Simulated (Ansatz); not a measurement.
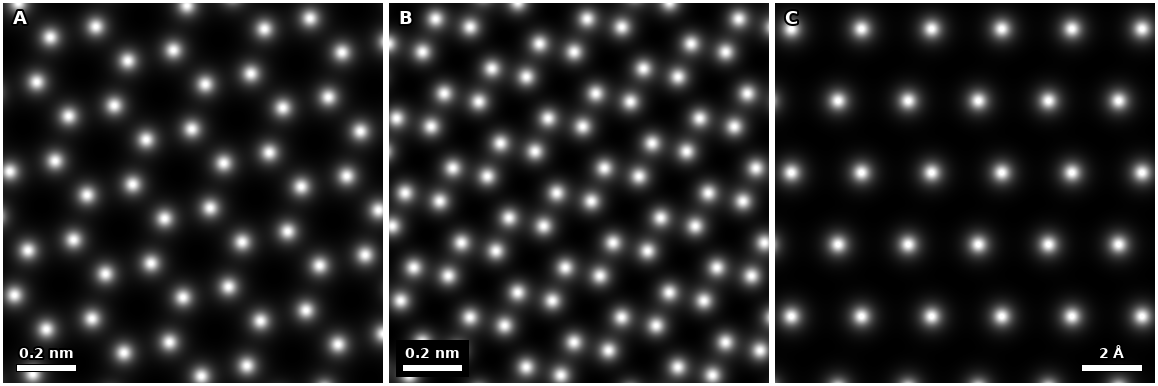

Three views of Mo (P6_3/mmc, No. 194) along different zone axes. Computed as the sum of neutral-atom potentials (tabulated electron scattering factors, B = 0.5 Å²) projected along the beam and smoothed by 0.25 Å; brighter is more positive. Atomic positions: coordinates from a relaxation with DFT, RPBE, plane waves (420 eV) with PAW, scalar-relativistic in Ansatz; the starting structure was generated, so it need not be a known form of this composition.

```cif
data_structure
_symmetry_space_group_name_H-M 'P 1'
_symmetry_Int_Tables_number 1
_cell_length_a 2.7708
_cell_length_b 2.7708
_cell_length_c 4.9179
_cell_angle_alpha 90.000
_cell_angle_beta 90.000
_cell_angle_gamma 120.000
_cell_volume 32.70
loop_
_atom_site_label
_atom_site_type_symbol
_atom_site_fract_x
_atom_site_fract_y
_atom_site_fract_z
_atom_site_occupancy
Mo1 Mo 0.33333 0.66667 0.25000 1
Mo2 Mo 0.66667 0.33333 0.75000 1
```

### Match the panels to the zone axes [001], [100] and [201].

A is [001]: projected cell 2.77 × 2.77 Å, 120°, plane group p6mm. B is [201]: projected cell 1.84 × 2.57 Å, 111°, plane group c2mm. C is [100]: projected cell 2.40 × 4.92 Å, 90°, plane group p2mg.
